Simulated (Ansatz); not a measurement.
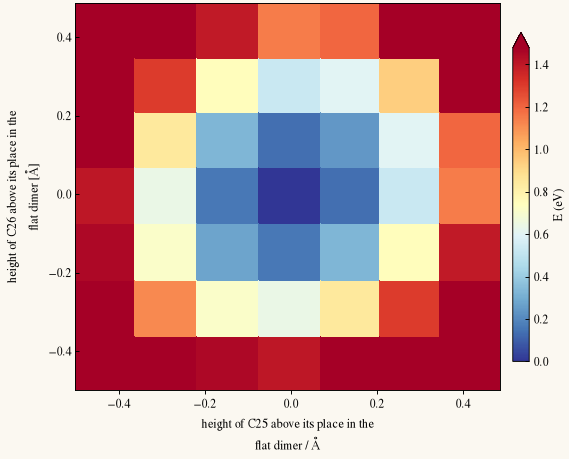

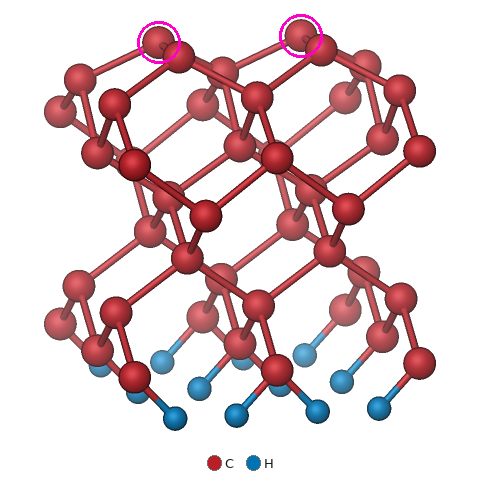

Energy landscape of a C(100) slab cut from the Fd-3m phase, its lower face capped with 8 H atoms (36 atoms in the cell). 
- Two atoms of the surface dimers are held at set heights.
- First axis: height of C25 above its place in the flat dimer. Second axis: height of C26 above its place in the flat dimer.
- Relaxed at each point: all atoms of the upper layers, but for the two heights.
- Grid: 7 × 7 points; 28 points were computed and 21 follow by symmetry.
- Points are written as (first, second).
- All energies are given in eV relative to the lowest grid point.
- Theory: DFT PBE, scalar-relativistic, plane waves, PAW (Ansatz). Settings: cutoff 420 eV, k-mesh 5×5×1, gaussian smearing 0.05 eV, no spin polarisation.

In the figure: one coloured cell a grid point, one colour for all values above the top of the scale. The second picture is the structure at the lowest point; rings mark the moved atoms.

**Summarise what can be read from the map.**

The lowest grid point is at (0.000 Å, 0.000 Å). No other kind of well shows on this grid. The highest grid point, (−0.431 Å, 0.417 Å), lies 2.83 eV above the lowest. Round the minimum the two coordinates are weakly coupled (coupling −0.12 in units of the two stiffnesses).

The input of one point:

```yaml
crystal:
  lattice:
    - [5.0508284795, 0.0, 0.0]
    - [0.0, 5.0508284795, 0.0]
    - [0.0, 0.0, 18.8596184069]
  atoms:
    - { symbol: C, position: [0.5, 0.5, 0.2466861049] }
    - { symbol: C, position: [0.5, 0.0, 0.2466861049] }
    - { symbol: C, position: [0.0, 0.5, 0.2466861049] }
    - { symbol: C, position: [0.0, 0.0, 0.2466861049] }
    - { symbol: C, position: [0.75, 0.5, 0.294028991] }
    - { symbol: C, position: [0.75, 0.0, 0.294028991] }
    - { symbol: C, position: [0.25, 0.5, 0.294028991] }
    - { symbol: C, position: [0.25, 0.0, 0.294028991] }
    - { symbol: C, position: [0.75, 0.75, 0.3413718772] }
    - { symbol: C, position: [0.75, 0.25, 0.3413718772] }
    - { symbol: C, position: [0.25, 0.75, 0.3413718772] }
    - { symbol: C, position: [0.25, 0.25, 0.3413718772] }
    - { symbol: C, position: [0.0, 0.75, 0.3927044142] }
    - { symbol: C, position: [0.0, 0.25, 0.3927044142] }
    - { symbol: C, position: [0.5, 0.75, 0.3853115867] }
    - { symbol: C, position: [0.5, 0.25, 0.3853115867] }
    - { symbol: C, position: [0.0, 0.0, 0.4431030518] }
    - { symbol: C, position: [0.0, 0.5, 0.4431030518] }
    - { symbol: C, position: [0.5, 0.0, 0.4297410434] }
    - { symbol: C, position: [0.5, 0.5, 0.4297410434] }
    - { symbol: C, position: [0.2682567286, 0.0, 0.4859123807] }
    - { symbol: C, position: [0.2682567286, 0.5, 0.4859123807] }
    - { symbol: C, position: [0.7317432714, 0.0, 0.4859123807] }
    - { symbol: C, position: [0.7317432714, 0.5, 0.4859123807] }
    - { symbol: C, position: [0.3633287476, 0.25, 0.5219339643] }
    - { symbol: C, position: [0.3633287476, 0.75, 0.5219339643] }
    - { symbol: C, position: [0.6366712524, 0.25, 0.5216981927] }
    - { symbol: C, position: [0.6366712524, 0.75, 0.5223688105] }
    - { symbol: H, position: [0.5, 0.642297379, 0.2067119476] }
    - { symbol: H, position: [0.5, 0.357702621, 0.2067119476] }
    - { symbol: H, position: [0.5, 0.142297379, 0.2067119476] }
    - { symbol: H, position: [0.5, -0.142297379, 0.2067119476] }
    - { symbol: H, position: [0.0, 0.3577812996, 0.2066501452] }
    - { symbol: H, position: [0.0, 0.6422187004, 0.2066501452] }
    - { symbol: H, position: [0.0, -0.1422187004, 0.2066501452] }
    - { symbol: H, position: [0.0, 0.1422187004, 0.2066501452] }
basis:
  ecutwfc: 420
kpoints:
  mp_grid: { grid: [5, 5, 1] }
hamiltonian:
  xc: pbe
scf:
  occupations: { method: gaussian, width: 0.05 }
output:
  forces: true
  eigenvalues: true
relax:
  adjacent_minimum: "off"
  f_tol: 0.03
  max_steps: 30
  constraints:
    - { sites: [0, 1, 2, 3, 4, 5, 6, 7, 8, 9, 10, 11, 28, 29, 30, 31, 32, 33, 34, 35] }
    - { sites: [24, 25], fix: z }
efield:
  axis: 3
  dipole_correction: true
  ramp_width: 0.04
```

Time for the 28 points that were run: 9 min on 4 threads of AMD EPYC 9R45 96-Core Processor (Zen 5), on a shared host.
